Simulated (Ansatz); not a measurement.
**Single-point calculation, with input and output: Na (part 2 of 2)**

The same run, continued: Na (32 atoms in the cell); DFT PBE, scalar-relativistic, plane waves, PAW, no spin polarisation (Ansatz 0.2.0); cutoff 420 eV, 4×4×4 k-mesh, Gaussian smearing of 0.1 eV. The structure derives from a Materials Project entry. It belongs to a series of runs on one base structure; here: the perfect crystal in a cell of 32 atoms.

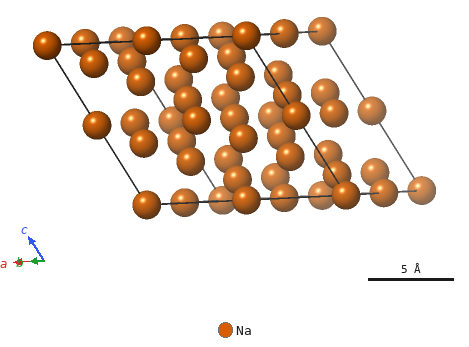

*The input geometry (spheres-only view of the cell of the calculation, seen at an oblique angle).*

**The program's output, continued**
```
  k-point 0: bands = ["-51.2416", "-51.2402", "-51.2402", "-51.2402", "-51.2402", "-51.2402", "-51.2402", "-51.2402", "-51.2402", "-51.2396", "-51.2396", "-51.2396", "-51.2396", "-51.2396", "-51.2396", "-51.2395", "-51.2395", "-51.2395", "-51.2395", "-51.2395", "-51.2395", "-51.2394", "-51.2394", "-51.2390", "-51.2390", "-51.2390", "-51.2390", "-51.2390", "-51.2390", "-51.2390", "-51.2390", "-51.2379", "-23.1814", "-23.1814", "-23.1814", "-23.1814", "-23.1814", "-23.1814", "-23.1717", "-23.1717",
      "-23.1717", "-23.1717", "-23.1717", "-23.1717", "-23.1717", "-23.1717", "-23.1717", "-23.1717", "-23.1717", "-23.1717", "-23.1717", "-23.1717", "-23.1717", "-23.1717", "-23.1715", "-23.1715", "-23.1715", "-23.1689", "-23.1689", "-23.1689", "-23.1689", "-23.1689", "-23.1689", "-23.1689", "-23.1689", "-23.1640", "-23.1640", "-23.1640", "-23.1640", "-23.1640", "-23.1640", "-23.1629", "-23.1629", "-23.1629", "-23.1629", "-23.1629", "-23.1629", "-23.1580", "-23.1580", "-23.1580",
      "-23.1580", "-23.1580", "-23.1580", "-23.1580", "-23.1580", "-23.1580", "-23.1580", "-23.1580", "-23.1580", "-23.1576", "-23.1576", "-23.1576", "-23.1576", "-23.1576", "-23.1576", "-23.1526", "-23.1526", "-23.1526", "-23.1526", "-23.1526", "-23.1526", "-23.1526", "-23.1526", "-23.1497", "-23.1497", "-23.1497", "-23.1497", "-23.1497", "-23.1497", "-23.1497", "-23.1497", "-23.1497", "-23.1497", "-23.1497", "-23.1497", "-23.1497", "-23.1497", "-23.1497", "-23.1497", "-23.1454",
      "-23.1454", "-23.1454", "-23.1453", "-23.1453", "-23.1453", "-23.1453", "-23.1453", "-23.1453", "-1.5278", "0.1012", "0.1012", "0.1012", "0.1012", "0.1012", "0.1012", "0.1012", "0.1012", "0.6336", "0.6336", "0.6336", "0.6336", "0.6336", "0.6336", "2.5094", "2.5094", "2.5094", "2.5094", "2.5094", "2.5094", "2.9761", "2.9761", "2.9761", "2.9761", "2.9761", "2.9761", "3.9803", "3.9803", "3.9803", "3.9803", "3.9803",
      "3.9803", "3.9803", "3.9803", "3.9803", "3.9803", "3.9803", "3.9803", "3.9803", "3.9803", "3.9803", "3.9803", "4.4705", "4.4705", "4.4705", "4.4705", "4.4705"]
  k-point 1: bands = ["-51.2414", "-51.2407", "-51.2403", "-51.2403", "-51.2403", "-51.2400", "-51.2400", "-51.2400", "-51.2400", "-51.2400", "-51.2400", "-51.2398", "-51.2396", "-51.2396", "-51.2396", "-51.2395", "-51.2395", "-51.2395", "-51.2395", "-51.2394", "-51.2393", "-51.2393", "-51.2393", "-51.2392", "-51.2391", "-51.2391", "-51.2391", "-51.2389", "-51.2389", "-51.2389", "-51.2386", "-51.2380", "-23.1807", "-23.1807", "-23.1807", "-23.1797", "-23.1797", "-23.1797", "-23.1754", "-23.1754",
      "-23.1754", "-23.1744", "-23.1744", "-23.1744", "-23.1732", "-23.1720", "-23.1720", "-23.1716", "-23.1716", "-23.1716", "-23.1716", "-23.1716", "-23.1707", "-23.1707", "-23.1696", "-23.1694", "-23.1689", "-23.1689", "-23.1689", "-23.1678", "-23.1678", "-23.1678", "-23.1672", "-23.1672", "-23.1672", "-23.1665", "-23.1665", "-23.1665", "-23.1662", "-23.1662", "-23.1641", "-23.1641", "-23.1641", "-23.1617", "-23.1608", "-23.1608", "-23.1608", "-23.1592", "-23.1592", "-23.1584",
      "-23.1584", "-23.1584", "-23.1582", "-23.1578", "-23.1578", "-23.1578", "-23.1573", "-23.1573", "-23.1573", "-23.1560", "-23.1557", "-23.1557", "-23.1557", "-23.1542", "-23.1542", "-23.1542", "-23.1534", "-23.1534", "-23.1534", "-23.1531", "-23.1531", "-23.1531", "-23.1524", "-23.1524", "-23.1516", "-23.1516", "-23.1516", "-23.1511", "-23.1511", "-23.1511", "-23.1500", "-23.1480", "-23.1480", "-23.1480", "-23.1477", "-23.1477", "-23.1477", "-23.1475", "-23.1475", "-23.1475",
      "-23.1466", "-23.1466", "-23.1466", "-23.1457", "-23.1457", "-23.1457", "-23.1457", "-23.1457", "-1.4245", "-0.6053", "-0.0661", "-0.0661", "-0.0661", "0.2015", "0.2015", "0.2015", "0.4676", "0.4676", "0.4676", "0.9956", "1.2587", "1.2587", "1.2587", "1.7729", "1.7729", "1.7729", "2.6009", "2.6009", "2.6009", "3.0392", "3.0392", "3.0392", "3.0760", "3.0760", "3.0760", "3.2770", "3.3351", "3.3351", "3.3351", "3.8203",
      "3.8203", "3.8203", "3.8259", "3.8259", "3.8917", "3.8917", "3.8917", "4.0706", "4.0706", "4.3193", "4.3193", "4.8133", "4.8133", "4.8133", "4.8160", "4.8995"]
  k-point 2: bands = ["-51.2411", "-51.2411", "-51.2402", "-51.2402", "-51.2402", "-51.2402", "-51.2402", "-51.2402", "-51.2398", "-51.2398", "-51.2398", "-51.2398", "-51.2398", "-51.2398", "-51.2396", "-51.2396", "-51.2394", "-51.2394", "-51.2393", "-51.2393", "-51.2393", "-51.2393", "-51.2393", "-51.2393", "-51.2390", "-51.2390", "-51.2390", "-51.2390", "-51.2390", "-51.2390", "-51.2383", "-51.2383", "-23.1786", "-23.1786", "-23.1786", "-23.1786", "-23.1786", "-23.1786", "-23.1757", "-23.1757",
      "-23.1757", "-23.1757", "-23.1757", "-23.1757", "-23.1734", "-23.1734", "-23.1734", "-23.1734", "-23.1734", "-23.1734", "-23.1733", "-23.1733", "-23.1719", "-23.1719", "-23.1719", "-23.1719", "-23.1689", "-23.1689", "-23.1689", "-23.1689", "-23.1657", "-23.1657", "-23.1657", "-23.1657", "-23.1657", "-23.1657", "-23.1646", "-23.1646", "-23.1641", "-23.1641", "-23.1641", "-23.1641", "-23.1641", "-23.1641", "-23.1613", "-23.1613", "-23.1613", "-23.1613", "-23.1613", "-23.1613",
      "-23.1561", "-23.1561", "-23.1561", "-23.1561", "-23.1561", "-23.1561", "-23.1560", "-23.1560", "-23.1560", "-23.1560", "-23.1560", "-23.1560", "-23.1556", "-23.1556", "-23.1556", "-23.1556", "-23.1538", "-23.1538", "-23.1535", "-23.1535", "-23.1535", "-23.1535", "-23.1535", "-23.1535", "-23.1512", "-23.1512", "-23.1491", "-23.1491", "-23.1491", "-23.1491", "-23.1491", "-23.1491", "-23.1487", "-23.1487", "-23.1487", "-23.1487", "-23.1487", "-23.1487", "-23.1466", "-23.1466",
      "-23.1466", "-23.1466", "-23.1466", "-23.1466", "-23.1464", "-23.1464", "-23.1464", "-23.1464", "-1.1158", "-1.1158", "-0.0326", "-0.0326", "-0.0326", "-0.0326", "-0.0326", "-0.0326", "1.0284", "1.0284", "1.0284", "1.0284", "1.0284", "1.0284", "2.0648", "2.0648", "2.0683", "2.0683", "2.0683", "2.0683", "2.0683", "2.0683", "2.8758", "2.8758", "2.8758", "2.8758", "2.8758", "2.8758", "3.3698", "3.3698", "3.3698", "3.3698",
      "3.3698", "3.3698", "3.8560", "3.8560", "3.8560", "3.8560", "4.8146", "4.8146", "4.8429", "4.8429", "4.8429", "4.8429", "5.1686", "5.1686", "5.1686", "5.1686"]
  k-point 7: bands = ["-51.2409", "-51.2409", "-51.2409", "-51.2409", "-51.2401", "-51.2401", "-51.2401", "-51.2401", "-51.2396", "-51.2396", "-51.2396", "-51.2396", "-51.2396", "-51.2396", "-51.2396", "-51.2396", "-51.2395", "-51.2395", "-51.2395", "-51.2395", "-51.2395", "-51.2395", "-51.2395", "-51.2395", "-51.2391", "-51.2391", "-51.2391", "-51.2391", "-51.2385", "-51.2385", "-51.2385", "-51.2385", "-23.1772", "-23.1772", "-23.1772", "-23.1772", "-23.1754", "-23.1754", "-23.1754", "-23.1754",
      "-23.1754", "-23.1754", "-23.1754", "-23.1754", "-23.1748", "-23.1748", "-23.1748", "-23.1748", "-23.1748", "-23.1748", "-23.1748", "-23.1748", "-23.1736", "-23.1736", "-23.1736", "-23.1736", "-23.1702", "-23.1702", "-23.1702", "-23.1702", "-23.1667", "-23.1667", "-23.1667", "-23.1667", "-23.1636", "-23.1636", "-23.1636", "-23.1636", "-23.1614", "-23.1614", "-23.1614", "-23.1614", "-23.1606", "-23.1606", "-23.1606", "-23.1606", "-23.1606", "-23.1606", "-23.1606", "-23.1606",
      "-23.1589", "-23.1589", "-23.1589", "-23.1589", "-23.1589", "-23.1589", "-23.1589", "-23.1589", "-23.1566", "-23.1566", "-23.1566", "-23.1566", "-23.1544", "-23.1544", "-23.1544", "-23.1544", "-23.1535", "-23.1535", "-23.1535", "-23.1535", "-23.1498", "-23.1498", "-23.1498", "-23.1498", "-23.1498", "-23.1498", "-23.1498", "-23.1498", "-23.1497", "-23.1497", "-23.1497", "-23.1497", "-23.1491", "-23.1491", "-23.1491", "-23.1491", "-23.1491", "-23.1491", "-23.1491", "-23.1491",
      "-23.1466", "-23.1466", "-23.1466", "-23.1466", "-23.1464", "-23.1464", "-23.1464", "-23.1464", "-0.8429", "-0.8429", "-0.8429", "-0.8429", "0.2348", "0.2348", "0.2348", "0.2348", "1.2904", "1.2904", "1.2904", "1.2904", "1.2904", "1.2904", "1.2904", "1.2904", "2.3158", "2.3158", "2.3158", "2.3158", "2.3158", "2.3158", "2.3158", "2.3158", "2.3187", "2.3187", "2.3187", "2.3187", "3.3310", "3.3310", "3.3310", "3.3310",
      "4.3963", "4.3963", "4.3963", "4.3963", "4.3963", "4.3963", "4.3963", "4.3963", "4.4255", "4.4255", "4.4255", "4.4255", "5.3809", "5.3809", "5.3809", "5.3809"]
```

**Summary**

- outcome: converged
- space group (tolerance 0.01 Å): Im-3m (229)
- electrons treated: 288
- free energy: −47565.3113 eV
- Fermi energy: 1.798 eV
- gap on the k-point mesh: none (metallic)
- pressure: 0.00 GPa
- largest force (length of the vector): under 0.001 eV/Å
- hardware: 4 threads of AMD EPYC (Zen 3), 189 GiB of memory available, shared host
- wall time: 60 s (CPU time 3.7 min)
- peak memory: 4.1 GiB
